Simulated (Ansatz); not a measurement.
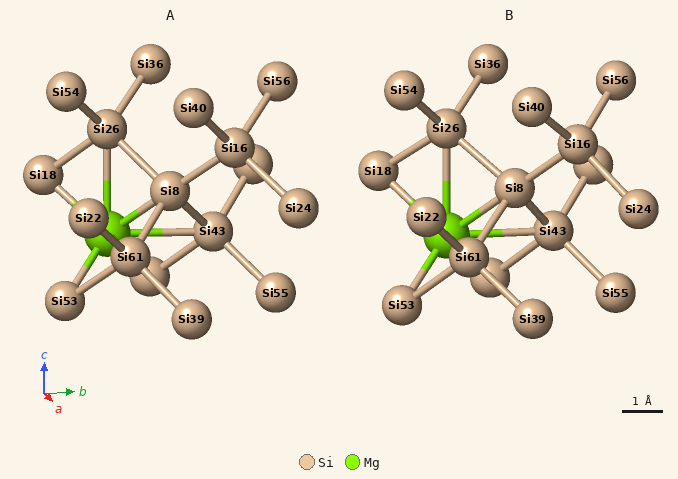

Two geometries of a defect cell of composition Si$_{64}$Mg (cell charge +2), drawn at one scale. One is the start of a relaxation, the other its converged end. The picture is a ball-and-stick view of the atoms within 4.2 Å of the atom that moves most (axes of the cell of the calculation (origin shifted)), seen slightly off an axis.

Method: Ansatz, DFT, PBEsol, PAW, plane waves. Settings: plane-wave cutoff 420 eV; k-point mesh 1 × 1 × 1; mesh shifted by (0.25, 0.25, 0.25); no spin polarisation; atoms relaxed in a fixed cell; force threshold 0.03 eV/Å; at most 80 steps.

**Which one is relaxed?**

Structure B is the relaxed one. The atoms of the start lie slightly off their symmetric places, so part of the fall in energy undoes that. The energy falls by 1.225 eV per cell of the calculation in 4 geometry steps. Largest force component: 1.7 eV/Å at the start, 0.004 eV/Å at the end. A Si atom moves most: 0.17 Å along [1 2 1]. Largest moves by element: Si 0.17 Å, Mg 0.05 Å. The cell stays as it was. Among the contacts that change: Mg–Si 2.306 → 2.500 Å, Mg–Si 2.354 → 2.512 Å, Si–Si 2.301 → 2.435 Å, Mg–Si 2.384 → 2.500 Å. Bond angles that change, for instance: Si–Si–Si 108.5° → 114.7°, Si–Si–Si 109.8° → 114.7°, Si–Si–Si 110.8° → 106.1°. The run took 3 s on 1 × NVIDIA GB200 with 8 threads of Arm Neoverse-V2, peak memory 1.7 GiB.

Limits of the set-up: the cell is charged, on a uniform background, and energies carry no finite-size correction.
